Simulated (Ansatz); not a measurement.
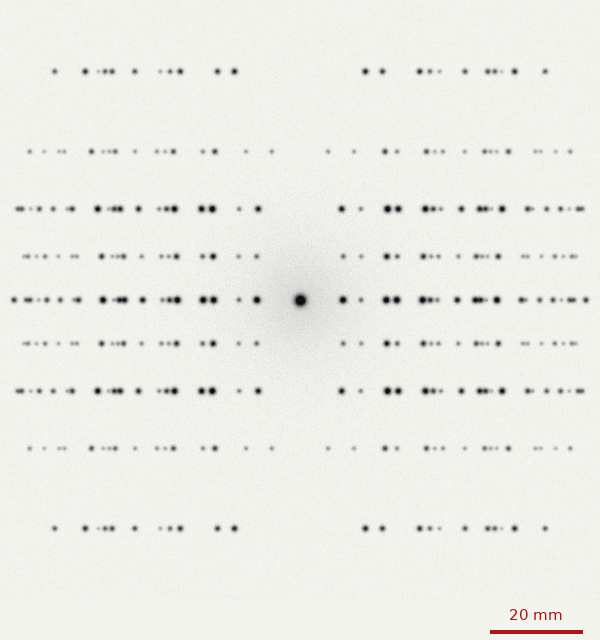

Simulated X-ray rotation photograph: Mo Kα radiation (λ = 0.7107 Å), cylindrical film of radius 57.3 mm unrolled, rotation axis vertical and normal to the beam, kinematic intensities without Lorentz or polarisation factors, the film spanning ±63° about the beam; spots down to d = 0.67 Å.

Measure the layer lines and find the identity period along the axis.

Answer. The first layer line lies 9.6 mm from the equator, so tan ν = 0.167, sin ν = 0.165 and the period is λ/sin ν = 4.31 Å. Further lines follow at 20.0, 32.6, 50.2 mm.

The crystal is CoSi3, space group Pm-3m (No. 221), a = 4.313 Å. Structure: the end point of a relaxation with Ansatz 0.2.0, DFT PBE, scalar-relativistic, plane waves, PAW; the starting structure was generated, so it need not be a known form of this composition.

About which axis was it rotated?

Answer. About [001] (or an equivalent direction), whose length in the conventional cell is 4.313 Å.
